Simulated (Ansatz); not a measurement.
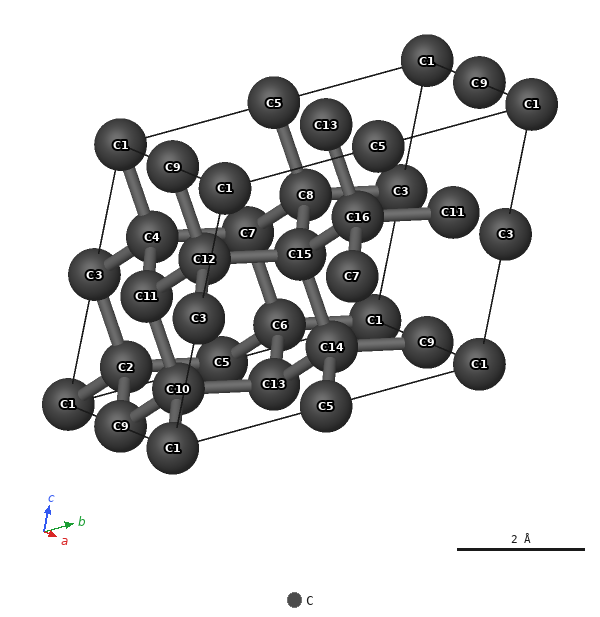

Figure 1. The input geometry (ball-and-stick view of the cell of the calculation, seen slightly off an axis; atoms are numbered from 1 in the order of the input). Near neighbours in the crystal (not all of them lie inside the picture): C has 4 C at 1.60 Å.

**Molecular dynamics, with input and output: C (part 1 of 5)**

System: C (Fd-3m, 16 atoms in the cell).
Method: DFT PBEsol, scalar-relativistic, plane waves, PAW, no spin polarisation (Ansatz 0.2.0).

The structure was built on a prototype by a generator; it need not be a known phase. It belongs to a series of runs on one base structure; here: dynamics from the start. Figures and captions count atoms from 1; the log counts them from 0 in places.

Log
```
Warning: md: disabling space-group detection — thermal motion breaks the input geometry's symmetry, so no spatial operation reduces the k-mesh or symmetrises the density; time reversal is kept, so that k and −k are solved as one point where they differ and the mesh holds both, and exact exchange and, on two spinor components, a DFT+U term hold to it where the run has them: on two components no moment then forms, and a state that bears one, which a typed moment (crystal.atoms[].spin; refused beside efield: under a hybrid functional) reaches, can lie lower, under hf by electronvolts; crystal.symmetry.detect: false (a key that needs symmetry detection or time reversal refuses this as the deck is read) with time_reversal: false beside it drops time reversal too
band count auto-derived: 49 (N_el = 64.0; filled up to band 32; 48 by the electrons, moments and atoms)
Engine: ansatz 0.2.0, aarch64-unknown-linux-gnu
Pseudopotentials: kind: paw
Pseudopotential: C, paw, valence charge 4, recommended cutoff 420 eV (normal), C.paw.azcp
Functional definition: PBEsol
  exchange = pbesol_x
  correlation = pbesol_c
Crystal: 16 atoms, lattice volume = 100.098 Å³
Basis set: ecut = 420 eV, 1917 PW (Γ), exchange–correlation on 72×72×72 points (8 copies of the dense FFT grid, shifted against one another)
Bands: 49, of which v1, the nominal top of the filled ones, is band 32 counted from 1 (31 counted from 0)
Symmetry: 1 space group operations
k-points: 36 of 64 (time reversal used)
Non-local potential: C, projectors of the file, l = 0: 2, l = 1: 2, l = 2: 1
PAW form: soft (Blöchl's): semilocal exchange-correlation on the pseudo side does not see the compensation charge
PAW frozen core: C, regenerated for the run's functional, and the local potential with it (the file was generated under x = pbe(κ = 0.804, μ = 0.2195149727645171), c = pbe(β = 0.06672455060314922))
PAW one-centre angular grid: C, 110 points (default); XC on 64 Gauss nodes
Initial density: superposition of atomic densities (neutral atoms: chi_scale 0, normalization atom), corrected by the library's trained network
Initial wavefunctions: pseudopotential atomic-orbital guess
Functional: x = pbesol(κ = 0.804, μ = 0.12345679012345678), c = pbesol(β = 0.046)
SCF iter   1: F=—  HF=-3945.277816 eV  |F-HF|=—  |Δ(HF+E_count)|=         —  Δρ=3.42e-3  dr2=1.05e-2  ethr=1.77e-3  ⟨swp⟩=6.1  Hψ=7769  notcnv=0
preconditioner: auto → Resta (q_TF=auto, 2.532 Å⁻¹)  ε∞=4.4  [insulator: Δε(μ)=3.785 eV  Ē_g=16.037 eV  σ=0.170 eV  W_gap=1.00  n_scr=26 (ndim 8)  ℏωp=29.7 eV  f_vac=0.000  D(μ)=0.00/eV (n_scr^D=0)  ε∞_Penn≈4.4]
SCF iter   2: F=—  HF=-3945.275862 eV  |F-HF|=—  |Δ(HF+E_count)|=   1.95e-3  Δρ=1.86e-3  dr2=3.17e-3  ethr=1.64e-5  ⟨swp⟩=1.3  Hψ=2064  notcnv=0
SCF iter   3: F=—  HF=-3945.275345 eV  |F-HF|=—  |Δ(HF+E_count)|=   5.17e-4  Δρ=2.43e-4  dr2=3.43e-5  ethr=4.95e-6  ⟨swp⟩=2.9  Hψ=3032  notcnv=0
SCF iter   4: F=—  HF=-3945.275375 eV  |F-HF|=—  |Δ(HF+E_count)|=   2.99e-5  Δρ=5.11e-5  dr2=2.36e-6  ethr=5.35e-8  ⟨swp⟩=2.0  Hψ=2637  notcnv=0
SCF iter   5: F=—  HF=-3945.275380 eV  |F-HF|=—  |Δ(HF+E_count)|=   4.62e-6  Δρ=1.03e-5  dr2=7.56e-8  ethr=3.69e-9  ⟨swp⟩=2.5  Hψ=2521  notcnv=0
SCF iter   6: F=-3945.275380 eV  HF=-3945.275380 eV  |F-HF|=3.02e-9  |Δ(HF+E_count)|=  2.85e-10  Δρ=2.53e-6  dr2=2.43e-9  ethr=2.50e-11  ⟨swp⟩=4.1  Hψ=5258  notcnv=0
SCF 1 converged in 6 iterations: F = -3945.275380 eV  dr2 = 2.43e-9
  greatest PAW one-centre occupation: 0.627 electrons in one spin orbital (limit 2), on the C atom at site 10 (counted from 0), in its partial waves of l = 0
md step     0: t =     0.00 fs  T =  2000.0 K  F+E_penalty+E_count = -3945.27537972 eV  E_kin = 3.877800 eV  conserved = -3941.39757976 eV  (6 SCF iters)
Initial density: handed on by an earlier stage of this run
Initial wavefunctions: those handed on with the density
iter 1 solved again at ethr=5.00e-5 eV; its pass at ethr=3.10e-3 eV (dr2=3.20e-2 eV) is discarded
SCF iter   1: F=—  HF=-3945.172965 eV  |F-HF|=—  |Δ(HF+E_count)|=         —  Δρ=6.92e-3  dr2=3.23e-2  ethr=5.00e-5  ⟨swp⟩=2.0  Hψ=9828  notcnv=0
preconditioner: auto → Resta (q_TF=auto, 2.532 Å⁻¹)  ε∞=4.4  [insulator: Δε(μ)=3.639 eV  Ē_g=16.020 eV  σ=0.170 eV  W_gap=1.00  n_scr=26 (ndim 8)  ℏωp=29.7 eV  f_vac=0.000  D(μ)=0.00/eV (n_scr^D=0)  ε∞_Penn≈4.4]
SCF iter   2: F=—  HF=-3945.165024 eV  |F-HF|=—  |Δ(HF+E_count)|=   7.94e-3  Δρ=3.37e-3  dr2=6.00e-3  ethr=5.00e-5  ⟨swp⟩=2.5  Hψ=2470  notcnv=0
SCF iter   3: F=—  HF=-3945.163317 eV  |F-HF|=—  |Δ(HF+E_count)|=   1.71e-3  Δρ=5.61e-4  dr2=1.71e-4  ethr=9.38e-6  ⟨swp⟩=2.9  Hψ=2888  notcnv=0
SCF iter   4: F=—  HF=-3945.163291 eV  |F-HF|=—  |Δ(HF+E_count)|=   2.53e-5  Δρ=1.19e-4  dr2=1.19e-5  ethr=2.67e-7  ⟨swp⟩=2.6  Hψ=2756  notcnv=0
SCF iter   5: F=—  HF=-3945.163290 eV  |F-HF|=—  |Δ(HF+E_count)|=   1.76e-6  Δρ=2.21e-5  dr2=5.04e-7  ethr=1.85e-8  ⟨swp⟩=2.9  Hψ=2997  notcnv=0
SCF iter   6: F=—  HF=-3945.163290 eV  |F-HF|=—  |Δ(HF+E_count)|=   7.91e-9  Δρ=6.66e-6  dr2=3.26e-8  ethr=7.88e-10  ⟨swp⟩=2.1  Hψ=2588  notcnv=0
SCF iter   7: F=-3945.163290 eV  HF=-3945.163290 eV  |F-HF|=1.81e-9  |Δ(HF+E_count)|=   7.69e-9  Δρ=1.89e-6  dr2=3.01e-9  ethr=2.50e-11  ⟨swp⟩=4.0  Hψ=4975  notcnv=0
SCF 2 converged in 7 iterations: F = -3945.163290 eV  dr2 = 3.01e-9
  greatest PAW one-centre occupation: 0.629 electrons in one spin orbital (limit 2), on the C atom at site 14 (counted from 0), in its partial waves of l = 0
md step     1: t =     1.00 fs  T =  1943.2 K  F+E_penalty+E_count = -3945.16328959 eV  E_kin = 3.767649 eV  conserved = -3941.39565132 eV  (7 SCF iters)
[... from here on the SCF iterations and repeated set-up lines of each step are left out, up to the last step ...]
SCF 3 converged in 7 iterations: F = -3944.849071 eV  dr2 = 4.44e-9
md step     2: t =     2.00 fs  T =  1782.9 K  F+E_penalty+E_count = -3944.84907091 eV  E_kin = 3.456794 eV  conserved = -3941.39239653 eV  (7 SCF iters)
md step     3: t =     3.00 fs  T =  1543.9 K  F+E_penalty+E_count = -3944.38131510 eV  E_kin = 2.993525 eV  conserved = -3941.38829434 eV  (7 SCF iters)
md step     4: t =     4.00 fs  T =  1258.7 K  F+E_penalty+E_count = -3943.82297846 eV  E_kin = 2.440443 eV  conserved = -3941.38385623 eV  (7 SCF iters)
md step     5: t =     5.00 fs  T =   962.4 K  F+E_penalty+E_count = -3943.24301261 eV  E_kin = 1.865997 eV  conserved = -3941.37961180 eV  (4 SCF iters)
md step     6: t =     6.00 fs  T =   689.0 K  F+E_penalty+E_count = -3942.70777516 eV  E_kin = 1.335911 eV  conserved = -3941.37606168 eV  (4 SCF iters)
md step     7: t =     7.00 fs  T =   466.9 K  F+E_penalty+E_count = -3942.27299487 eV  E_kin = 0.905288 eV  conserved = -3941.37360519 eV  (3 SCF iters)
md step     8: t =     8.00 fs  T =   315.9 K  F+E_penalty+E_count = -3941.97742655 eV  E_kin = 0.612478 eV  conserved = -3941.37246183 eV  (3 SCF iters)
md step     9: t =     9.00 fs  T =   245.4 K  F+E_penalty+E_count = -3941.83933230 eV  E_kin = 0.475750 eV  conserved = -3941.37262772 eV  (3 SCF iters)
md step    10: t =    10.00 fs  T =   254.4 K  F+E_penalty+E_count = -3941.85640349 eV  E_kin = 0.493270 eV  conserved = -3941.37389862 eV  (6 SCF iters)
md step    11: t =    11.00 fs  T =   333.2 K  F+E_penalty+E_count = -3942.00880120 eV  E_kin = 0.646060 eV  conserved = -3941.37594269 eV  (4 SCF iters)
md step    12: t =    12.00 fs  T =   465.7 K  F+E_penalty+E_count = -3942.26420454 eV  E_kin = 0.902855 eV  conserved = -3941.37839479 eV  (4 SCF iters)
md step    13: t =    13.00 fs  T =   632.1 K  F+E_penalty+E_count = -3942.58349139 eV  E_kin = 1.225561 eV  conserved = -3941.38092723 eV  (4 SCF iters)
md step    14: t =    14.00 fs  T =   812.0 K  F+E_penalty+E_count = -3942.92596157 eV  E_kin = 1.574295 eV  conserved = -3941.38328258 eV  (3 SCF iters)
md step    15: t =    15.00 fs  T =   985.9 K  F+E_penalty+E_count = -3943.25354073 eV  E_kin = 1.911477 eV  conserved = -3941.38527645 eV  (3 SCF iters)
md step    16: t =    16.00 fs  T =  1137.2 K  F+E_penalty+E_count = -3943.53387137 eV  E_kin = 2.204880 eV  conserved = -3941.38678502 eV  (3 SCF iters)
md step    17: t =    17.00 fs  T =  1253.2 K  F+E_penalty+E_count = -3943.74243497 eV  E_kin = 2.429775 eV  conserved = -3941.38773536 eV  (3 SCF iters)
md step    18: t =    18.00 fs  T =  1325.6 K  F+E_penalty+E_count = -3943.86386292 eV  E_kin = 2.570299 eV  conserved = -3941.38810124 eV  (3 SCF iters)
md step    19: t =    19.00 fs  T =  1351.3 K  F+E_penalty+E_count = -3943.89248142 eV  E_kin = 2.620088 eV  conserved = -3941.38790921 eV  (3 SCF iters)
md step    20: t =    20.00 fs  T =  1331.7 K  F+E_penalty+E_count = -3943.83201208 eV  E_kin = 2.582053 eV  conserved = -3941.38724622 eV  (7 SCF iters)
md step    21: t =    21.00 fs  T =  1272.5 K  F+E_penalty+E_count = -3943.69435429 eV  E_kin = 2.467266 eV  conserved = -3941.38624468 eV  (3 SCF iters)
md step    22: t =    22.00 fs  T =  1182.7 K  F+E_penalty+E_count = -3943.49767326 eV  E_kin = 2.293164 eV  conserved = -3941.38502816 eV  (3 SCF iters)
md step    23: t =    23.00 fs  T =  1073.8 K  F+E_penalty+E_count = -3943.26469167 eV  E_kin = 2.082005 eV  conserved = -3941.38359110 eV  (4 SCF iters)
md step    24: t =    24.00 fs  T =   959.8 K  F+E_penalty+E_count = -3943.02271814 eV  E_kin = 1.861028 eV  conserved = -3941.38172029 eV  (4 SCF iters)
md step    25: t =    25.00 fs  T =   858.7 K  F+E_penalty+E_count = -3942.80625258 eV  E_kin = 1.664962 eV  conserved = -3941.37916674 eV  (4 SCF iters)
md step    26: t =    26.00 fs  T =   793.2 K  F+E_penalty+E_count = -3942.65939357 eV  E_kin = 1.538024 eV  conserved = -3941.37618613 eV  (4 SCF iters)
md step    27: t =    27.00 fs  T =   788.1 K  F+E_penalty+E_count = -3942.63027606 eV  E_kin = 1.527967 eV  conserved = -3941.37406473 eV  (3 SCF iters)
md step    28: t =    28.00 fs  T =   859.6 K  F+E_penalty+E_count = -3942.75114458 eV  E_kin = 1.666667 eV  conserved = -3941.37462321 eV  (3 SCF iters)
md step    29: t =    29.00 fs  T =  1003.3 K  F+E_penalty+E_count = -3943.01217895 eV  E_kin = 1.945340 eV  conserved = -3941.37853196 eV  (4 SCF iters)
md step    30: t =    30.00 fs  T =  1189.2 K  F+E_penalty+E_count = -3943.35229685 eV  E_kin = 2.305815 eV  conserved = -3941.38426448 eV  (7 SCF iters)
md step    31: t =    31.00 fs  T =  1372.2 K  F+E_penalty+E_count = -3943.68094560 eV  E_kin = 2.660646 eV  conserved = -3941.38918803 eV  (4 SCF iters)
md step    32: t =    32.00 fs  T =  1510.8 K  F+E_penalty+E_count = -3943.91643798 eV  E_kin = 2.929310 eV  conserved = -3941.39148082 eV  (4 SCF iters)
md step    33: t =    33.00 fs  T =  1581.3 K  F+E_penalty+E_count = -3944.01425860 eV  E_kin = 3.066027 eV  conserved = -3941.39088850 eV  (4 SCF iters)
md step    34: t =    34.00 fs  T =  1581.8 K  F+E_penalty+E_count = -3943.97322302 eV  E_kin = 3.066946 eV  conserved = -3941.38824286 eV  (4 SCF iters)
md step    35: t =    35.00 fs  T =  1527.1 K  F+E_penalty+E_count = -3943.82487764 eV  E_kin = 2.960821 eV  conserved = -3941.38471458 eV  (4 SCF iters)
md step    36: t =    36.00 fs  T =  1440.5 K  F+E_penalty+E_count = -3943.61658655 eV  E_kin = 2.792889 eV  conserved = -3941.38134167 eV  (4 SCF iters)
md step    37: t =    37.00 fs  T =  1345.7 K  F+E_penalty+E_count = -3943.39564441 eV  E_kin = 2.609258 eV  conserved = -3941.37883528 eV  (4 SCF iters)
md step    38: t =    38.00 fs  T =  1261.3 K  F+E_penalty+E_count = -3943.19787902 eV  E_kin = 2.445473 eV  conserved = -3941.37753083 eV  (3 SCF iters)
md step    39: t =    39.00 fs  T =  1196.8 K  F+E_penalty+E_count = -3943.04183172 eV  E_kin = 2.320472 eV  conserved = -3941.37741846 eV  (3 SCF iters)
md step    40: t =    40.00 fs  T =  1153.1 K  F+E_penalty+E_count = -3942.92825798 eV  E_kin = 2.235786 eV  conserved = -3941.37822624 eV  (7 SCF iters)
md step    41: t =    41.00 fs  T =  1123.8 K  F+E_penalty+E_count = -3942.84382499 eV  E_kin = 2.178926 eV  conserved = -3941.37952661 eV  (4 SCF iters)
md step    42: t =    42.00 fs  T =  1098.3 K  F+E_penalty+E_count = -3942.76744808 eV  E_kin = 2.129486 eV  conserved = -3941.38083791 eV  (3 SCF iters)
md step    43: t =    43.00 fs  T =  1065.8 K  F+E_penalty+E_count = -3942.67768035 eV  E_kin = 2.066392 eV  conserved = -3941.38170982 eV  (3 SCF iters)
md step    44: t =    44.00 fs  T =  1018.6 K  F+E_penalty+E_count = -3942.55973153 eV  E_kin = 1.974890 eV  conserved = -3941.38180076 eV  (4 SCF iters)
md step    45: t =    45.00 fs  T =   955.2 K  F+E_penalty+E_count = -3942.41083526 eV  E_kin = 1.851963 eV  conserved = -3941.38095283 eV  (3 SCF iters)
md step    46: t =    46.00 fs  T =   881.4 K  F+E_penalty+E_count = -3942.24276410 eV  E_kin = 1.708952 eV  conserved = -3941.37925695 eV  (3 SCF iters)
md step    47: t =    47.00 fs  T =   809.9 K  F+E_penalty+E_count = -3942.08044694 eV  E_kin = 1.570314 eV  conserved = -3941.37708636 eV  (3 SCF iters)
md step    48: t =    48.00 fs  T =   757.2 K  F+E_penalty+E_count = -3941.95625511 eV  E_kin = 1.468094 eV  conserved = -3941.37503628 eV  (3 SCF iters)
SCF 50 converged in 3 iterations: F = -3941.900934 eV  dr2 = 1.01e-8
md step    49: t =    49.00 fs  T =   739.1 K  F+E_penalty+E_count = -3941.90093439 eV  E_kin = 1.433080 eV  conserved = -3941.37373218 eV  (3 SCF iters)
iter 1 solved again at ethr=1.93e-5 eV; its pass at ethr=3.10e-3 eV (dr2=1.24e-2 eV) is discarded
SCF iter   1: F=—  HF=-3941.937908 eV  |F-HF|=—  |Δ(HF+E_count)|=         —  Δρ=4.33e-3  dr2=1.30e-2  ethr=1.93e-5  ⟨swp⟩=2.2  Hψ=9064  notcnv=0
preconditioner: auto → Resta (q_TF=auto, 2.532 Å⁻¹)  ε∞=4.6  [insulator: Δε(μ)=2.274 eV  Ē_g=15.713 eV  σ=0.170 eV  W_gap=1.00  n_scr=26 (ndim 8)  ℏωp=29.7 eV  f_vac=0.000  D(μ)=0.00/eV (n_scr^D=0)  ε∞_Penn≈4.6]
SCF iter   2: F=—  HF=-3941.934718 eV  |F-HF|=—  |Δ(HF+E_count)|=   3.19e-3  Δρ=2.09e-3  dr2=2.26e-3  ethr=1.93e-5  ⟨swp⟩=2.7  Hψ=2529  notcnv=0
SCF iter   3: F=—  HF=-3941.934078 eV  |F-HF|=—  |Δ(HF+E_count)|=   6.40e-4  Δρ=3.95e-4  dr2=8.36e-5  ethr=3.53e-6  ⟨swp⟩=2.7  Hψ=2858  notcnv=0
SCF iter   4: F=—  HF=-3941.934062 eV  |F-HF|=—  |Δ(HF+E_count)|=   1.58e-5  Δρ=7.93e-5  dr2=5.09e-6  ethr=1.31e-7  ⟨swp⟩=2.8  Hψ=2839  notcnv=0
SCF iter   5: F=—  HF=-3941.934061 eV  |F-HF|=—  |Δ(HF+E_count)|=   2.76e-7  Δρ=2.06e-5  dr2=4.72e-7  ethr=7.95e-9  ⟨swp⟩=2.9  Hψ=2939  notcnv=0
SCF iter   6: F=—  HF=-3941.934061 eV  |F-HF|=—  |Δ(HF+E_count)|=   4.18e-8  Δρ=5.12e-6  dr2=2.00e-8  ethr=7.37e-10  ⟨swp⟩=2.5  Hψ=2686  notcnv=0
SCF iter   7: F=-3941.934061 eV  HF=-3941.934061 eV  |F-HF|=8.10e-10  |Δ(HF+E_count)|=   5.86e-9  Δρ=1.42e-6  dr2=1.71e-9  ethr=2.50e-11  ⟨swp⟩=4.0  Hψ=4772  notcnv=0
SCF 51 converged in 7 iterations: F = -3941.934061 eV  dr2 = 1.71e-9
md step    50: t =    50.00 fs  T =   766.1 K  F+E_penalty+E_count = -3941.93406145 eV  E_kin = 1.485442 eV  conserved = -3941.37356564 eV  (7 SCF iters)
```

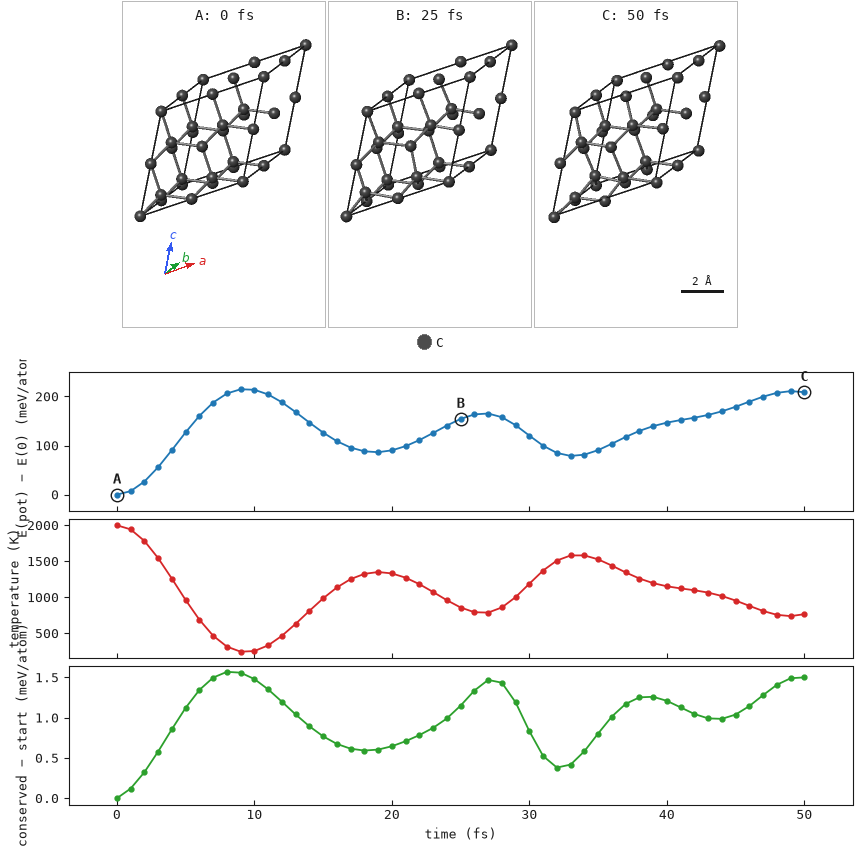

Figure 2. Frames of the molecular dynamics (ball-and-stick, reduced simulation cell, seen slightly off an axis) above the curves, on which the letters mark them. The trajectory kept here has 51 frames over 50 fs. The temperature starts at 2000 K, ranges from 245 to 2000 K and averages 1103 K over the second half. The potential energy ends 208.8 meV/atom above its first value. The conserved quantity stays within 1.6 meV/atom. With the common drift removed, the root-mean-square displacement is 0.13 Å, and C9 has moved furthest (0.22 Å).

```
SCF converged after 7 iterations
Free energy (F): -3941.934061 eV
Harris-Foulkes:  -3941.934061 eV  (|F-HF|=8.10e-10)
Internal energy: -3941.933890 eV  (E = F + TS)
E sigma→0 (E₀):  -3941.933976 eV
Entropy (-TS):   -0.000172 eV (-0.011 meV/atom)
Fermi energy:    13.114226 eV
--- Per-component energies (eV) ---
  E_band       = 199.691918
  E_kinetic    = 1423.707979
  E_local      = -1058.815784  (includes V_loc(G=0)·N_el)
  E_nonlocal   = 421.045599
  E_hartree    = 231.501265
  E_xc         = -760.423928
  E_vxc        = -946.062312  (∫ρ·V_xc dr)
  E_paw        = -1521.064015  (= ΣΔE_a)
  E_vpaw       = -103.186183  (= ΣTr[D̂ρ^β])
  E_aug_tail   = 0.000143  (compensation charges beyond the density's cutoff)
  E_ewald      = -2678.222756
  E_core_change = 0.337608  (= ΣΔE_core)
  E_smearing   = -0.000172  (= −TS)
  E_closure    = 0.000000  (closes the sum)
  Σ components = -3941.934061   (vs F -3941.934061, Δ=0.00e0)
--- Forces (eV/Å), atoms counted from 1 ---
  atom   1  C      2.96456390     1.04137486    -3.01479871
  atom   2  C      0.91039266     1.01745316    -3.23963085
  atom   3  C      0.45890497    -1.32057775     3.86968466
  atom   4  C     -0.07739043    -1.57360977     1.77067823
  atom   5  C      1.75006165    -0.79309933    -1.49762597
  atom   6  C     -2.74171565    -4.24651297     1.63702837
  atom   7  C      2.54382150     0.65951582     0.21168310
  atom   8  C     -1.29133582    -0.01169623    -2.14515379
  atom   9  C      1.11701116     4.28973604    -5.35084559
  atom  10  C     -3.82248751     2.40605760    -0.62220524
  atom  11  C      0.55609610     0.39578557     3.81461835
  atom  12  C     -1.69390153    -1.42047261     3.37354211
  atom  13  C      1.59673876     0.23905298     0.92714834
  atom  14  C     -0.57305530     0.46265154     0.32973945
  atom  15  C     -0.47100520    -1.15346868     2.84329979
  atom  16  C     -1.22669948     0.00781181    -2.90715772
  max |Σ_I F_I| component: 4.52e-6 eV/Å
--- MD trajectory: 50 steps, t = 0.0 → 50.0 fs ---
  final state: T = 766.1 K   F+E_penalty+E_count = -3941.93406145 eV   E_kin = 1.485442 eV
  conserved energy: peak-to-peak 2.512e-2 eV (1.570e-3 eV/atom) over 50.0 fs
```

Trajectory as extended XYZ (Å, eV, eV/Å), 50 of the 51 frames kept, from step=0 to step=50
```
16
Lattice="0.0000 3.6852 3.6852 3.6852 0.0000 3.6852 3.6852 3.6852 0.0000" Properties=species:S:1:pos:R:3:forces:R:3 step=0 time_fs=0.0 energy=-3945.27538 temperature=2000.0
C     0.0000    0.0000    0.0000    0.0000   0.0000   0.0000
C     0.9213    0.9213    0.9213    0.0000   0.0000   0.0000
C     1.8426    1.8426    0.0000    0.0000   0.0000   0.0000
C     2.7639    2.7639    0.9213    0.0000   0.0000   0.0000
C     1.8426    0.0000    1.8426    0.0000   0.0000   0.0000
C     2.7639    0.9213    2.7639    0.0000   0.0000   0.0000
C     3.6852    1.8426    1.8426    0.0000   0.0000   0.0000
C     4.6066    2.7639    2.7639    0.0000   0.0000   0.0000
C     0.0000    1.8426    1.8426    0.0000   0.0000   0.0000
C     0.9213    2.7639    2.7639    0.0000   0.0000   0.0000
C     1.8426    3.6852    1.8426    0.0000   0.0000   0.0000
C     2.7639    4.6066    2.7639    0.0000   0.0000   0.0000
C     1.8426    1.8426    3.6852    0.0000   0.0000   0.0000
C     2.7639    2.7639    4.6066    0.0000   0.0000   0.0000
C     3.6852    3.6852    3.6852    0.0000   0.0000   0.0000
C     4.6066    4.6066    4.6066    0.0000   0.0000   0.0000
```
